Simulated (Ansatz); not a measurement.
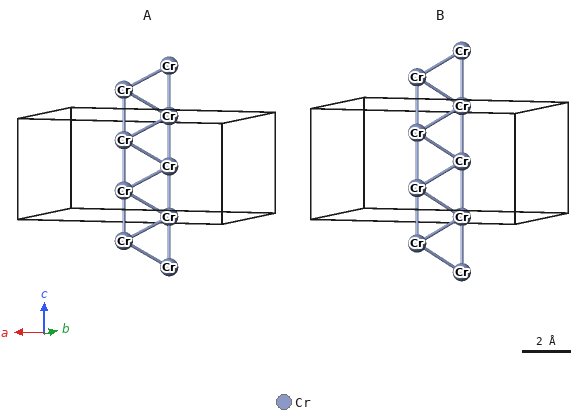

Two geometries of a wire of composition Cr, drawn at one scale. One is the start of a relaxation, the other its converged end. Style: ball-and-stick. Shown: the 2 repeat of the cell, with the vacuum cut short, from a free direction.

Method: DFT PBEsol, scalar-relativistic, plane waves, PAW (Ansatz). Settings: plane-wave cutoff 420 eV; k-point mesh 1 × 1 × 28; occupations gaussian; smearing width 0.05 eV; collinear spin; cell relaxed at fixed a, b, alpha, beta, gamma; force threshold 0.01 eV/Å; at most 45 steps.

Question: Which of the two is the end point?

Answer: Structure A is the relaxed one. Case: strip chain of atoms. The largest moves relative to the layer's centre, 0.014 Å, are those of Cr atoms. Along the periodic axis the drawn cell goes c 4.650 → 4.232 Å (−9.0 %). Among the contacts that change: Cr–Cr 2.325 → 2.116 Å, Cr–Cr 2.291 → 2.265 Å. Bond angles that change, for instance: Cr–Cr–Cr 61.0° → 55.7°, Cr–Cr–Cr 59.5° → 62.2°, Cr–Cr–Cr 120.5° → 117.8°. The energy falls by 0.313 eV per cell of the calculation in 5 accepted moves (6 points after the start). Largest force component: 0.77 eV/Å at the start, 0.00053 eV/Å at the end. The SCF was repeated once at an unchanged geometry on a basis and grid sized afresh for the cell, which shifted the energy by 0.7 meV per cell of the calculation at most.

Limits of the set-up: the k-point mesh is coarse for a cell with partly filled bands.
